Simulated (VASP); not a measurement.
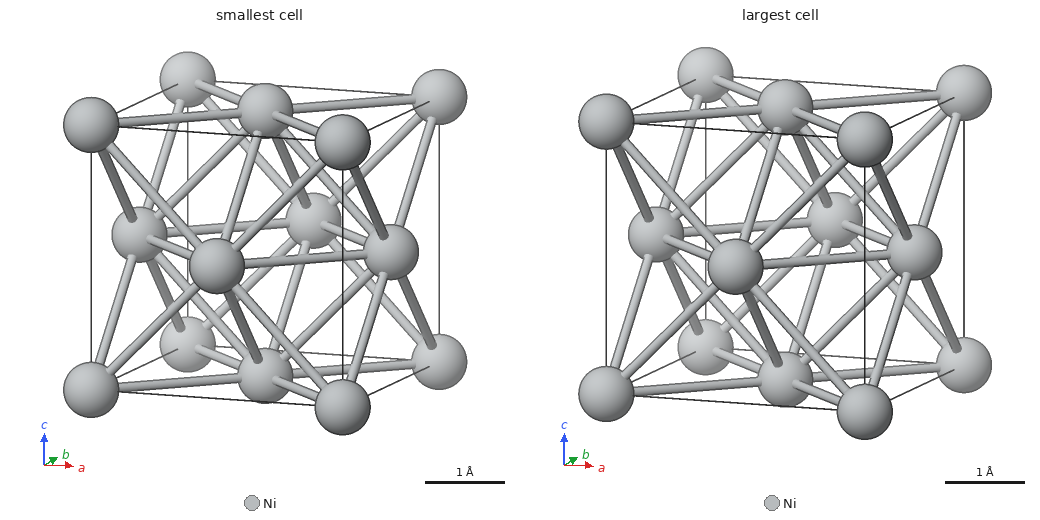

Ni, face-centred cubic (Cu type), space group Fm-3m (No. 225), relaxed (cell and atoms, zero pressure) with nine choices of dispersion term on top of PBE; the smallest and the largest of the relaxed conventional cells are drawn to one scale (sticks follow a distance rule). The start was a structure listed in the Materials Project.

Alike in all runs: VASP 6.6.1; functional PBE; VASP's PAW PBE potentials, release 64 (Ni); cutoff 600 eV; k mesh 10 × 10 × 10 on the run's cell of 1 atom; occupations fermi-dirac, width 0.05 eV; collinear spin, ferromagnetic start; no spin-orbit coupling. All runs are metallic.

| level | volume (Å³/atom) | a (Å) | moment (μB/atom) |
| --- | --- | --- | --- |
| TS | 10.05 | 3.426 | 0.69 |
| D2 | 10.37 | 3.462 | 0.70 |
| D3 | 10.55 | 3.482 | 0.70 |
| dDsC | 10.59 | 3.486 | 0.70 |
| TS-HI | 10.10 | 3.432 | 0.69 |
| D4 | 10.57 | 3.484 | 0.70 |
| rVV10 | 10.77 | 3.506 | 0.71 |
| D3(BJ) | 10.53 | 3.480 | 0.70 |
| none | ? | ? | ? |

Question: What does none give?

Answer: Volume 10.91 Å³/atom; a 3.520 Å; moment 0.71 μB/atom. That is the largest volume of all.

Question: Order the levels by the relaxed volume, smallest first.

Answer: TS (10.05 Å³/atom), TS-HI (10.10 Å³/atom), D2 (10.37 Å³/atom), D3(BJ) (10.53 Å³/atom), D3 (10.55 Å³/atom), D4 (10.57 Å³/atom), dDsC (10.59 Å³/atom), rVV10 (10.77 Å³/atom), none (10.91 Å³/atom). Rows within a few tenths of a per cent can't be told apart.

Notes on single rows: TS and D2: atom-pairwise D2, TS and ULG terms are unreliable in metals.

Caveat: pairwise dispersion terms can overbind metals strongly.
